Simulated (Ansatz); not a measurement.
System: Sn, space group Fd-3m (No. 227).

Structure:
```yaml
crystal:
  lattice:
    - [0.00000, 3.28310, 3.28310]
    - [3.28310, 0.00000, 3.28310]
    - [3.28310, 3.28310, 0.00000]
  atoms:
    - { symbol: Sn, position: [0.50000, 0.50000, 0.50000] }
    - { symbol: Sn, position: [0.75000, 0.75000, 0.75000] }
```

Computed with Ansatz 0.2.0: deformation of a crystal at fixed volume, lengths along the axis scaled against those across it, fractional coordinates fixed, by plane-wave density functional theory with PAW datasets, free energies less that of the undisturbed cell, pressure positive in compression; scalar-relativistic. Level: r2SCAN, no spin polarisation.

| setting | value |
| --- | --- |
| wave cutoff | 500 eV |
| k mesh | 18×18×18 |
| occupations | Gaussian |
| smearing width | 0.15 eV |
| k shift | (0, 0, 0) (mesh steps) |
| start | relaxed |
| path | tetragonal |
| axis direction | (0, 0, 1) (Cartesian unit vector) |

Describe the result: the energy change and pressure against relative axial ratio. The relative axial ratio takes the values 0.707, 0.780, 0.850, 1.000, 1.200, 1.414.

The energy change is 179 meV/atom at relative axial ratio 0.707 and 321 meV/atom at 1.414; the lowest computed point is at relative axial ratio 1.000 (0 meV/atom), and no other minimum shows among the points. The pressure goes from −1.480 GPa at relative axial ratio 0.707 to −0.216 GPa at 1.414, not monotonically, with a high of 0.010 GPa at 1.000.

```tsv
axial ratio relative to the start	energy change (meV/atom)	pressure (GPa)
0.707	179	-1.480
0.780	111	-0.696
0.850	56	-0.238
1.000	0	0.010
1.200	100	-0.027
1.414	321	-0.216
```

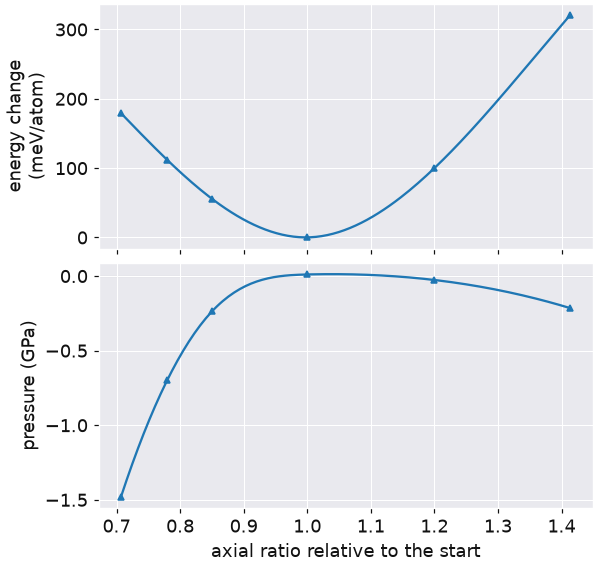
